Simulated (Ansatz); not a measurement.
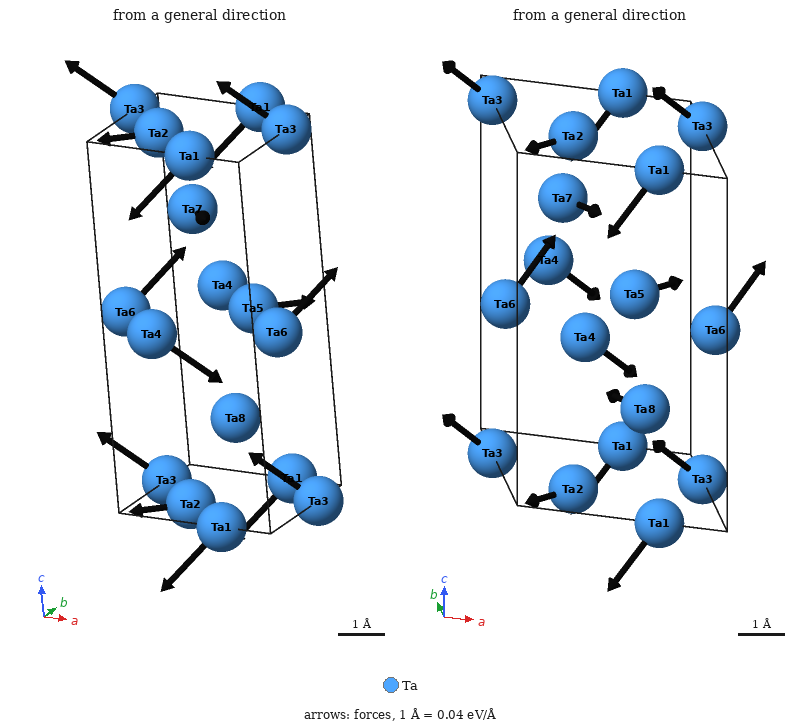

View from two general directions, drawn as a spheres-only model. The lines enclose the cell (the run's own, in a reduced setting); boundary atoms appear with their images. The arrows are the computed forces on the atoms.

System: Ta. Electronic-structure method: DFT PBEsol, scalar-relativistic, plane waves, PAW in Ansatz. Parameters: wavefunction cutoff 420 eV, k-points about 0.13 Å⁻¹ apart, Gaussian smearing of 0.15 eV, no spin polarisation.

Judging by the arrows, is the geometry relaxed?

Answer. No. The atoms still feel forces of up to about 0.058 eV/Å, above a usual threshold of 0.01 to 0.03 eV/Å.

Name the atom under the greatest force.

Answer. Ta1, Ta3, Ta4 and Ta6, about 0.058 eV/Å.

The model was built from a structure listed in the Materials Project. The cell was then strained or its atoms displaced on purpose. An electronic-structure calculation with Ansatz was run on it.
